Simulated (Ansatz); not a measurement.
## Run report: WSi₆, geometry relaxation (part 3 of 3)

Continued. System: WSi₆ (slab, 7 atoms in the cell). Method: DFT PBEsol, scalar-relativistic, plane waves, PAW, spin-polarised (Ansatz 0.2.0); cutoff 420 eV, 9×9×1 k-mesh, Gaussian smearing of 0.05 eV, collinear spins. The structure derives from a Materials Project entry. The input holds or restrains some coordinates. Forces given for the steps count only the free coordinates. It belongs to a series of runs on one base structure; here: W put at a top Si site.

Geometry of the input (Å; fractional positions):
```
3.8249  0.0000  0.0000
-1.9124  3.3125  0.0000
0.0000  0.0000  26.1211
Si 0.6667  0.3333  0.3254
Si 0.3333  0.6667  0.3559
Si 0.3333  0.6667  0.4465
Si 0.6667  0.3333  0.4756
Si 0.6667  0.3333  0.5673
Si 0.3333  0.6667  0.5929
W  0.3333  0.6667  0.6978
```

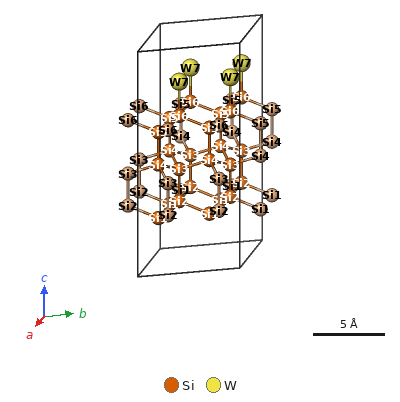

Figure 1. The geometry at step 2 of the log (ball-and-stick view of the 2 × 2 repeat of the cell, with the vacuum cut short, seen slightly off an axis; neighbours outside the cell are drawn fainter; atoms are numbered from 1 in the order of the input).

What the program printed, continued:
```
SCF iter   1: F=—  HF=-13977.390992 eV  |F-HF|=—  |Δ(HF+E_count)|=         —  Δρ=8.78e-3 (↑8.78e-3 ↓7.28e-3)  dr2=1.31e-1  dr2_m=1.81e-1  M=4.012 μB ∫|m|=4.101 μB  β_m=1.00  ethr=2.94e-4  p=0.068 e·Å  D=3.69e-2 V/Å  ΔV_dip=-0.96 eV  dr2_dipole=4.84e-2  V_vac-E_F(+/−)=3.73/4.69 eV  ⟨swp⟩=1.8  Hψ=2809  notcnv=0  defer=49
efield: sawtooth ramp at fractional position 0.9916 (handed on by an earlier solve), width 0.0400; the density the first Hamiltonian is built on has a dipole p = 0.068 e·Å; the dipole correction subtracts the counter field D = 3.69e-2 V/Å, which shifts the + side's vacuum level by -0.96 eV against the − side's; the planar-averaged density in the ramp window peaks in size at 1.0e-6 e/Å³
eigensolver tolerance schedule calibrated: the retry pair's looser diagonalisation under-reported the residual by θ = 0.15 (0.15/decade); ethr = c·dr2/N_el runs at the constant in force after the calibration composes with the one it found (an armed cap, an earlier calibration), c = 4.7e-2
preconditioner: auto → LDOS  [metal: Δε(μ)=0.022 eV  Ē_g=6.326 eV  σ=0.050 eV  W_gap=0.25  n_scr=20 (ndim 8)  ℏωp=11.2 eV  f_vac=0.473  D(μ)=4.43/eV (n_scr^D=12)]
spin=Collinear: LDOS preconditioning applied to the charge; magnetization (m = ρ↑ − ρ↓) channel mixes plain (no charge-response kernel on spin).
SCF iter   2: F=—  HF=-13977.491987 eV  |F-HF|=—  |Δ(HF+E_count)|=         —  Δρ=1.94e-3 (↑1.94e-3 ↓1.35e-3)  dr2=8.10e-2  dr2_m=1.72e-3  M=4.078 μB ∫|m|=4.171 μB  β_m=0.30  ethr=1.63e-4  p=0.065 e·Å  D=3.56e-2 V/Å  ΔV_dip=-0.93 eV  dr2_dipole=4.18e-2  V_vac-E_F(+/−)=3.76/4.69 eV  ⟨swp⟩=2.8  Hψ=1325  notcnv=0  defer=58
Mixer restart at iter 2: flushing history
density mixer auto → msr1: a metal under ldos (density of states about μ 1.02 of a free-electron gas's, 20 screened modes)
SCF iter   3: F=—  HF=-13977.484559 eV  |F-HF|=—  |Δ(HF+E_count)|=   7.43e-3  Δρ=1.23e-3 (↑1.23e-3 ↓8.82e-4)  dr2=4.15e-2  dr2_m=7.59e-4  M=4.065 μB ∫|m|=4.158 μB  β_m=0.50  ethr=1.01e-4  p=0.064 e·Å  D=3.48e-2 V/Å  ΔV_dip=-0.91 eV  dr2_dipole=2.31e-2  V_vac-E_F(+/−)=3.78/4.69 eV  ⟨swp⟩=1.0  Hψ=672  notcnv=0  defer=58
SCF iter   4: F=—  HF=-13977.481878 eV  |F-HF|=—  |Δ(HF+E_count)|=   2.68e-3  Δρ=2.75e-4 (↑1.58e-4 ↓2.75e-4)  dr2=2.90e-3  dr2_m=7.54e-5  M=4.029 μB ∫|m|=4.125 μB  β_m=0.54  ethr=5.16e-5  p=0.064 e·Å  D=3.49e-2 V/Å  ΔV_dip=-0.91 eV  dr2_dipole=1.72e-3  V_vac-E_F(+/−)=3.76/4.67 eV  ⟨swp⟩=1.9  Hψ=876  notcnv=0  defer=58
SCF iter   5: F=—  HF=-13977.482093 eV  |F-HF|=—  |Δ(HF+E_count)|=   2.15e-4  Δρ=1.28e-4 (↑1.28e-4 ↓1.22e-4)  dr2=8.93e-5  dr2_m=3.55e-5  M=4.014 μB ∫|m|=4.111 μB  β_m=0.60  ethr=3.61e-6  p=0.064 e·Å  D=3.49e-2 V/Å  ΔV_dip=-0.91 eV  dr2_dipole=1.25e-5  V_vac-E_F(+/−)=3.75/4.66 eV  ⟨swp⟩=1.7  Hψ=801  notcnv=0  defer=58
SCF iter   6: F=—  HF=-13977.482086 eV  |F-HF|=—  |Δ(HF+E_count)|=   7.48e-6  Δρ=3.78e-5 (↑2.96e-5 ↓3.78e-5)  dr2=7.86e-6  dr2_m=2.77e-6  M=4.011 μB ∫|m|=4.108 μB  β_m=0.68  ethr=1.11e-7  p=0.064 e·Å  D=3.48e-2 V/Å  ΔV_dip=-0.91 eV  dr2_dipole=8.53e-9  V_vac-E_F(+/−)=3.75/4.65 eV  ⟨swp⟩=2.4  Hψ=1192  notcnv=0  defer=58
SCF iter   7: F=—  HF=-13977.482092 eV  |F-HF|=—  |Δ(HF+E_count)|=   6.13e-6  Δρ=1.28e-5 (↑8.67e-6 ↓1.28e-5)  dr2=3.31e-6  dr2_m=2.44e-7  M=4.010 μB ∫|m|=4.107 μB  β_m=0.74  ethr=9.77e-9  p=0.064 e·Å  D=3.47e-2 V/Å  ΔV_dip=-0.91 eV  dr2_dipole=3.96e-7  V_vac-E_F(+/−)=3.74/4.65 eV  ⟨swp⟩=2.1  Hψ=1083  notcnv=0  defer=58
SCF iter   8: F=—  HF=-13977.482093 eV  |F-HF|=—  |Δ(HF+E_count)|=   1.02e-6  Δρ=4.60e-6 (↑3.17e-6 ↓4.60e-6)  dr2=1.10e-6  dr2_m=2.46e-8  M=4.010 μB ∫|m|=4.107 μB  β_m=0.78  ethr=4.11e-9  p=0.063 e·Å  D=3.47e-2 V/Å  ΔV_dip=-0.91 eV  dr2_dipole=5.67e-7  V_vac-E_F(+/−)=3.74/4.65 eV  ⟨swp⟩=2.3  Hψ=1000  notcnv=0  defer=58
SCF iter   9: F=—  HF=-13977.482093 eV  |F-HF|=—  |Δ(HF+E_count)|=   6.89e-8  Δρ=1.52e-6 (↑1.49e-6 ↓1.52e-6)  dr2=8.28e-8  dr2_m=1.58e-9  M=4.010 μB ∫|m|=4.107 μB  β_m=0.73  ethr=1.36e-9  p=0.063 e·Å  D=3.47e-2 V/Å  ΔV_dip=-0.91 eV  dr2_dipole=2.69e-10  V_vac-E_F(+/−)=3.74/4.65 eV  ⟨swp⟩=2.4  Hψ=1003  notcnv=0  defer=58
SCF iter  10: F=-13977.482093 eV  HF=-13977.482093 eV  |F-HF|=4.88e-9  |Δ(HF+E_count)|=   3.09e-8  Δρ=6.02e-7 (↑6.02e-7 ↓5.90e-7)  dr2=1.22e-8  dr2_m=4.17e-10  M=4.010 μB ∫|m|=4.107 μB  ethr=1.03e-10  p=0.063 e·Å  D=3.47e-2 V/Å  ΔV_dip=-0.91 eV  dr2_dipole=2.56e-9  V_vac-E_F(+/−)=3.74/4.65 eV  ⟨swp⟩=15.0  Hψ=5142  notcnv=0
SCF 4 converged in 10 iterations: F = -13977.482093 eV  dr2 = 1.22e-8
relax step   4: F+E_penalty+E_count = -13977.48209298 eV  Δ(F+E_penalty+E_count) = -4.817e-2 eV  max|allowed force component| = 8.846e-2 eV/Å  Δτ_max = 0.0658 Å  (10 SCF iters, accepted)
SCF iter   1: F=—  HF=-13977.482152 eV  |F-HF|=—  |Δ(HF+E_count)|=         —  Δρ=4.88e-4 (↑4.88e-4 ↓4.34e-4)  dr2=4.54e-4  dr2_m=5.53e-4  M=4.018 μB ∫|m|=4.114 μB  β_m=1.00  ethr=3.93e-5  p=0.063 e·Å  D=3.47e-2 V/Å  ΔV_dip=-0.91 eV  dr2_dipole=2.67e-7  V_vac-E_F(+/−)=3.74/4.65 eV  ⟨swp⟩=3.0  Hψ=1484  notcnv=0  defer=60
efield: sawtooth ramp at fractional position 0.9916 (handed on by an earlier solve), width 0.0400; the density the first Hamiltonian is built on has a dipole p = 0.063 e·Å; the dipole correction subtracts the counter field D = 3.47e-2 V/Å, which shifts the + side's vacuum level by -0.91 eV against the − side's; the planar-averaged density in the ramp window peaks in size at 8.9e-7 e/Å³
preconditioner: auto → LDOS  [metal: Δε(μ)=0.047 eV  Ē_g=6.367 eV  σ=0.050 eV  W_gap=0.42  n_scr=14 (ndim 8)  ℏωp=11.2 eV  f_vac=0.474  D(μ)=3.00/eV (n_scr^D=10)]
spin=Collinear: LDOS preconditioning applied to the charge; magnetization (m = ρ↑ − ρ↓) channel mixes plain (no charge-response kernel on spin).
SCF iter   2: F=—  HF=-13977.482468 eV  |F-HF|=—  |Δ(HF+E_count)|=   3.17e-4  Δρ=1.24e-4 (↑1.21e-4 ↓1.24e-4)  dr2=1.94e-4  dr2_m=4.06e-6  M=4.021 μB ∫|m|=4.117 μB  β_m=0.33  ethr=1.20e-6  p=0.063 e·Å  D=3.46e-2 V/Å  ΔV_dip=-0.90 eV  dr2_dipole=1.63e-6  V_vac-E_F(+/−)=3.75/4.65 eV  ⟨swp⟩=2.2  Hψ=1230  notcnv=0  defer=60
density mixer auto → msr1: a metal under ldos (density of states about μ 1.03 of a free-electron gas's, 20 screened modes)
SCF iter   3: F=—  HF=-13977.482448 eV  |F-HF|=—  |Δ(HF+E_count)|=   2.02e-5  Δρ=7.77e-5 (↑7.22e-5 ↓7.77e-5)  dr2=6.47e-5  dr2_m=3.39e-6  M=4.021 μB ∫|m|=4.117 μB  β_m=0.59  ethr=5.11e-7  p=0.063 e·Å  D=3.45e-2 V/Å  ΔV_dip=-0.90 eV  dr2_dipole=1.82e-6  V_vac-E_F(+/−)=3.75/4.65 eV  ⟨swp⟩=1.0  Hψ=672  notcnv=0  defer=60
SCF iter   4: F=—  HF=-13977.482445 eV  |F-HF|=—  |Δ(HF+E_count)|=   3.14e-6  Δρ=8.19e-6 (↑8.13e-6 ↓8.19e-6)  dr2=1.75e-6  dr2_m=4.70e-8  M=4.020 μB ∫|m|=4.116 μB  β_m=0.65  ethr=1.70e-7  p=0.063 e·Å  D=3.44e-2 V/Å  ΔV_dip=-0.90 eV  dr2_dipole=2.00e-7  V_vac-E_F(+/−)=3.75/4.65 eV  ⟨swp⟩=2.2  Hψ=811  notcnv=0  defer=60
SCF iter   5: F=—  HF=-13977.482445 eV  |F-HF|=—  |Δ(HF+E_count)|=   5.80e-7  Δρ=2.99e-6 (↑2.99e-6 ↓2.71e-6)  dr2=1.94e-7  dr2_m=1.03e-8  M=4.019 μB ∫|m|=4.116 μB  β_m=0.70  ethr=4.61e-9  p=0.063 e·Å  D=3.44e-2 V/Å  ΔV_dip=-0.90 eV  dr2_dipole=1.01e-7  V_vac-E_F(+/−)=3.75/4.65 eV  ⟨swp⟩=2.1  Hψ=967  notcnv=0  defer=60
SCF iter   6: F=-13977.482445 eV  HF=-13977.482445 eV  |F-HF|=9.70e-8  |Δ(HF+E_count)|=   1.09e-7  Δρ=9.38e-7 (↑9.03e-7 ↓9.38e-7)  dr2=7.68e-8  dr2_m=5.71e-10  M=4.019 μB ∫|m|=4.116 μB  ethr=2.63e-10  p=0.063 e·Å  D=3.44e-2 V/Å  ΔV_dip=-0.90 eV  dr2_dipole=5.30e-8  V_vac-E_F(+/−)=3.75/4.65 eV  ⟨swp⟩=14.1  Hψ=5361  notcnv=0
SCF 5 converged in 6 iterations: F = -13977.482445 eV  dr2 = 7.68e-8
relax step   5: F+E_penalty+E_count = -13977.48244526 eV  Δ(F+E_penalty+E_count) = -3.523e-4 eV  max|allowed force component| = 1.088e-2 eV/Å  Δτ_max = 0.0116 Å  (6 SCF iters, accepted)
WARN: The output density's exchange-correlation potential varies sharply where the density is thin. Do not read a vacuum level from v_tot or v_xc, or from such a field of the output density. On a cell that repeats whose density bears no net charge and no dipole along the vacuum's axis use v_es (v_loc + v_h of the components); under efield.dipole_correction with no amplitude use v_es + v_field, which holds any external_charges[].barrier, or the levels of the report's work_function block, which leave it out; under a non-zero efield.amplitude the vacuum is tilted and has no level; on a cell that repeats and bears such a dipole with no correction it is tilted too, and efield.dipole_correction with no amplitude gives each side of its ramp a level where efield: is served; in a cell that repeats whose density bears a net charge (total_charge, or a fill off its count) it is curved and has none; of a slab under crystal.periodic whose density bears no net charge use v_es, which has a level on each side, short of where the two are joined; of another it falls or rises all the way out and has none; of a slab beside external_charges read slab_vacuum_level instead, which it has where they leave it neutral. The grid or the basis barely resolves most such structure, and the values can differ between equally converged runs; as a rule a tighter scf.convergence.dr2_threshold does not remove it. Where the density itself ripples (under the LDA too) a higher basis.ecutwfc lessens it. The files hold the spikes' plane waves up to the density's cutoff. Files: v_tot_of_output_density and the like, and their columns of v_z.tsv (output.write_potential); v_xc_of_output_density and the like, and their columns of v_comp_z.tsv (output.write_potential_components). Measured: with its Gaussian average of σ = 0.25 Å subtracted twice, the exchange-correlation potential is over 0.1 eV at 215 of the grid points where the equally averaged density (valence and model cores) is under 1e-3 e/Å³, and 0.463 eV at the most among them, at an averaged density of 7.0e-9 e/Å³. The input density's (outcome.potential() and, of a run that writes arrays, v_tot and v_xc) is over 0.1 eV, so measured, at 285 points of its own thin density, 1.49 eV at the most. See output.write_potential in the manual, Limitations
SCF converged after 6 iterations
Magnetization: 4.0193 μB (21.0096 up, 16.9904 down)
Absolute magnetization: 4.1182 μB (∫|ρ↑−ρ↓|, with the PAW one-centre terms)
Spin contamination: 0.0552 ħ² per cell (⟨S²⟩ above its minimum at these occupations)
Per-site moments (μB) at R_I (Å): [(0.21965961150829363, 0.9684117023674468), (0.03618580704860263, 0.9684117023674468), (0.05281185171685034, 0.9680557232920061), (0.029120042649106174, 0.9680557232920061), (0.052840455201096356, 0.969631573724895), (-0.024514903511369212, 0.969631573724895), (1.6723717565043887, 0.9980791717591855)]
Free energy (F): -13977.482445 eV
Harris-Foulkes:  -13977.482445 eV  (|F-HF|=9.70e-8)
Internal energy: -13977.478694 eV  (E = F + TS)
E sigma→0 (E₀):  -13977.480569 eV
Entropy (-TS):   -0.003752 eV (-0.536 meV/atom)
Fermi energy:    0.894666 eV
Dipole field:    D = 0.034156 V/Å  (p = 0.062470 e·Å, saw-weighted, corrected)
Work function:   Φ+ = 3.7521 eV   Φ− = 4.6443 eV
Levels:          The Fermi level and band energies are counted from a zero that moves with the ramp; work functions are not
--- Per-component energies (eV) ---
  E_band       = -471.688650
  E_kinetic    = 680.636020
  E_local      = -14197.523840  (includes V_loc(G=0)·N_el)
  E_nonlocal   = 164.688443
  E_hartree    = 6766.286590
  E_xc         = -584.653494
  E_vxc        = -508.277507  (∫ρ·V_xc dr)
  E_paw        = -11430.242541  (= ΣΔE_a)
  E_vpaw       = -142.584281  (= ΣTr[D̂ρ^β])
  E_aug_tail   = -0.000021  (compensation charges beyond the density's cutoff)
  E_efield     = 0.001067  (sawtooth field / dipole correction)
  E_vefield    = -1.175084  (∫n·V_field dr)
  E_ewald      = 4622.917925
  E_core_change = 0.411156  (= ΣΔE_core)
  E_smearing   = -0.003752  (= −TS)
  E_closure    = 0.000000  (closes the sum)
  Σ components = -13977.482445   (vs F -13977.482445, Δ=0.00e0)
--- Forces (eV/Å), atoms counted from 1 ---
  atom   1  Si     0.00000000     0.00000000     0.42899166
  atom   2  Si    -0.00000000    -0.00000000    -0.58127958
  atom   3  Si     0.00000000    -0.00000000     0.15443200
  atom   4  Si     0.00000000     0.00000000    -0.01087956
  atom   5  Si     0.00000000     0.00000000    -0.00075521
  atom   6  Si    -0.00000000    -0.00000000     0.00772152
  atom   7  W      0.00000000    -0.00000000     0.00189842
  max |Σ_I F_I| component: 1.29e-4 eV/Å
--- Band table (eV; the first three rows and the last of 24) ---
  k-point 0 ↑: bands = ["-73.6798", "-38.0612", "-38.0612", "-37.9475", "-10.9209", "-10.1536", "-9.2793", "-5.5316", "-3.9744", "-2.5850", "-1.0633", "-0.3616", "-0.3616", "-0.0363", "-0.0363", "0.1037", "0.1037", "0.4458", "0.5901", "0.5901", "1.2131", "1.2131", "1.3990", "2.3343", "3.3153", "3.4257", "3.4257", "4.0057"]
  k-point 1 ↑: bands = ["-73.6797", "-38.0648", "-38.0621", "-37.9471", "-10.7767", "-10.0094", "-9.1329", "-5.4481", "-3.8635", "-2.4966", "-1.3594", "-1.1484", "-0.8222", "-0.6114", "-0.2446", "-0.1746", "0.0075", "0.2292", "0.3173", "0.3662", "0.9021", "1.0626", "1.5396", "2.7810", "3.6022", "3.7730", "3.8851", "4.3071"]
  k-point 2 ↑: bands = ["-73.6794", "-38.0739", "-38.0645", "-37.9461", "-10.3513", "-9.5844", "-8.7004", "-5.3261", "-3.7970", "-2.9334", "-2.4857", "-2.1707", "-1.6518", "-1.1161", "-0.7138", "-0.6756", "-0.1841", "-0.0803", "-0.0449", "0.5644", "0.7315", "0.8416", "1.7488", "2.4452", "3.0330", "3.8585", "4.5657", "4.7147"]
  k-point 11 ↓: bands = ["-72.6895", "-36.7387", "-36.7387", "-36.6142", "-7.7422", "-7.7344", "-6.7147", "-6.3499", "-5.7593", "-5.7258", "-3.8668", "-3.2116", "-2.5442", "-1.8880", "-1.8594", "-0.8973", "1.0044", "1.1143", "1.3411", "1.4580", "1.8035", "2.9314", "3.0474", "3.6281", "4.5762", "4.7657", "4.7883", "5.9636"]
--- Relaxed structure (5 steps of the walk, 4 accepted, 0 SCFs on fresh bases) ---
  F+E_penalty+E_count = -13977.48244526 eV   max|allowed force component| = 1.088e-2 eV/Å
  atoms:
    - { symbol: Si, position: [0.6666666666666667, 0.3333333333333332, 0.32540703390000003] }
    - { symbol: Si, position: [0.33333333333333337, 0.6666666666666667, 0.3559122529] }
    - { symbol: Si, position: [0.33333333333333337, 0.6666666666666667, 0.44646421000000003] }
    - { symbol: Si, position: [0.6666666666666667, 0.3333333333333332, 0.476871954042153] }
    - { symbol: Si, position: [0.6666666666666667, 0.3333333333333332, 0.5677499359185971] }
    - { symbol: Si, position: [0.33333333333333337, 0.6666666666666667, 0.5985871142454364] }
    - { symbol: W, position: [0.33333333333333337, 0.6666666666666667, 0.6912165567587992] }
--- Löwdin populations: 7 sites ---
  site symbol       q [e]    m [muB]
     0     Si      3.9364     0.7097
     1     Si      3.9764     0.0164
     2     Si      3.9474     0.1181
     3     Si      3.9606     0.0593
     4     Si      3.9799     0.1260
     5     Si      4.0008    -0.1084
     6      W     13.8111     3.0019
  spilling = 0.010195 (of n_electrons = 38.000000)
```

Trajectory as extended XYZ (Å, eV, eV/Å), 5 frames, from step=1 to step=5:
```
7
Lattice="3.8249 0.0000 0.0000 -1.9124 3.3125 0.0000 0.0000 0.0000 26.1211" Properties=species:S:1:pos:R:3:forces:R:3 step=1 energy=-13977.13523
Si    1.9124    1.1041    8.5000    0.0000   0.0000   0.3946
Si    0.0000    2.2083    9.2968    0.0000   0.0000  -0.6010
Si    0.0000    2.2083   11.6622    0.0000   0.0000  -0.0189
Si    1.9124    1.1041   12.4243    0.0000   0.0000   0.1967
Si    1.9124    1.1041   14.8176    0.0000   0.0000  -0.5036
Si    0.0000    2.2083   15.4882    0.0000   0.0000   2.0262
W     0.0000    2.2083   18.2282    0.0000   0.0000  -1.4922
7
Lattice="3.8249 0.0000 0.0000 -1.9124 3.3125 0.0000 0.0000 0.0000 26.1211" Properties=species:S:1:pos:R:3:forces:R:3 step=2 energy=-13977.43392
Si    1.9124    1.1041    8.5000    0.0000   0.0000   0.4097
Si    0.0000    2.2083    9.2968    0.0000   0.0000  -0.5714
Si    0.0000    2.2083   11.6622    0.0000   0.0000   0.1682
Si    1.9124    1.1041   12.4574    0.0000   0.0000   0.1098
Si    1.9124    1.1041   14.8534    0.0000   0.0000  -0.3311
Si    0.0000    2.2083   15.6066    0.0000   0.0000   0.9752
W     0.0000    2.2083   18.1281    0.0000   0.0000  -0.7603
7
Lattice="3.8249 0.0000 0.0000 -1.9124 3.3125 0.0000 0.0000 0.0000 26.1211" Properties=species:S:1:pos:R:3:forces:R:3 step=3 energy=-13977.39647 accepted=F
Si    1.9124    1.1041    8.5000    0.0000   0.0000   0.4789
Si    0.0000    2.2083    9.2968    0.0000   0.0000  -0.6097
Si    0.0000    2.2083   11.6622    0.0000   0.0000   0.1161
Si    1.9124    1.1041   12.4520    0.0000   0.0000  -0.0718
Si    1.9124    1.1041   14.8191    0.0000   0.0000   0.0262
Si    0.0000    2.2083   15.6393    0.0000   0.0000  -1.4323
W     0.0000    2.2083   17.9343    0.0000   0.0000   1.4931
7
Lattice="3.8249 0.0000 0.0000 -1.9124 3.3125 0.0000 0.0000 0.0000 26.1211" Properties=species:S:1:pos:R:3:forces:R:3 step=4 energy=-13977.48209
Si    1.9124    1.1041    8.5000    0.0000   0.0000   0.4302
Si    0.0000    2.2083    9.2968    0.0000   0.0000  -0.5834
Si    0.0000    2.2083   11.6622    0.0000   0.0000   0.1453
Si    1.9124    1.1041   12.4540    0.0000   0.0000   0.0272
Si    1.9124    1.1041   14.8304    0.0000   0.0000   0.0331
Si    0.0000    2.2083   15.6473    0.0000   0.0000  -0.0885
W     0.0000    2.2083   18.0624    0.0000   0.0000   0.0360
7
Lattice="3.8249 0.0000 0.0000 -1.9124 3.3125 0.0000 0.0000 0.0000 26.1211" Properties=species:S:1:pos:R:3:forces:R:3 step=5 energy=-13977.48244
Si    1.9124    1.1041    8.5000    0.0000   0.0000   0.4290
Si    0.0000    2.2083    9.2968    0.0000   0.0000  -0.5813
Si    0.0000    2.2083   11.6622    0.0000   0.0000   0.1544
Si    1.9124    1.1041   12.4564    0.0000   0.0000  -0.0109
Si    1.9124    1.1041   14.8303    0.0000   0.0000  -0.0008
Si    0.0000    2.2083   15.6358    0.0000   0.0000   0.0077
W     0.0000    2.2083   18.0554    0.0000   0.0000   0.0019
```

Summary:

| quantity | value |
| --- | --- |
| outcome | converged under the restraints of the input |
| electrons treated | 38 |
| free energy | −13977.4824 eV |
| work function, top face | 3.75 eV |
| work function, bottom face | 4.64 eV |
| Fermi energy | 0.895 eV |
| gap on the k-point mesh | none (metallic) |
| net moment of the cell | 4.02 μB |
| integrated absolute moment | 4.12 μB |
| final volume | 330.95 Å³ |
| work function (upper face) | 3.75 eV |
| largest force (length of the vector) at the end, held atoms and coordinates included | 0.581 eV/Å |
| hardware | 1 thread of Intel Xeon (Granite Rapids), 32 GiB of memory available, shared host |
| wall time | 75 s |
| peak memory | 0.69 GiB |

Warnings of the run: the exchange-correlation potential is rough where the density is thin. Spin–orbit coupling is left out, which matters for W.
